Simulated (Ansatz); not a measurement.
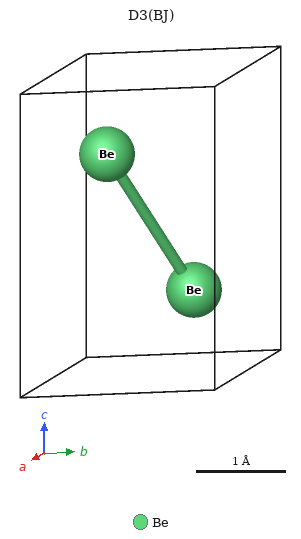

Solid Be (set up in P6_3/mmc), relaxed (cell and atoms) with several dispersion corrections. The picture shows the result with D3(BJ). Style: ball-and-stick. Shown: the cell of the calculation, slightly off an axis.

Computed with Ansatz 0.2.0: PBEsol, Ansatz PAW. (plane-wave cutoff 420 eV; k-point mesh 13 × 13 × 8; occupations fermi-dirac; smearing width 0.05 eV; no spin polarisation; cell and atoms relaxed; force threshold 0.01 eV/Å)

```json
{"dispersion correction": "D3(BJ)", "volume (Å³/atom)": "7.492", "a (Å)": "2.225", "c (Å)": "3.495"}
{"dispersion correction": "D4", "volume (Å³/atom)": "7.767", "a (Å)": "2.253", "c (Å)": "3.533"}
{"dispersion correction": "D3(BJ)-ATM", "volume (Å³/atom)": "7.582", "a (Å)": "2.234", "c (Å)": "3.508"}
{"dispersion correction": "none", "volume (Å³/atom)": "?", "a (Å)": "?", "c (Å)": "?"}
```

**Fill in the missing row.**

With none the volume is the largest of the series, above D4 (7.767). The calculation gives 7.846 Å³/atom (a = 2.261 Å, c = 3.543 Å). In order of volume: D3(BJ) < D3(BJ)-ATM < D4 < none; the spread is 4.7 %.

Each member starts from this one structure; whether another phase lies lower wasn't checked.
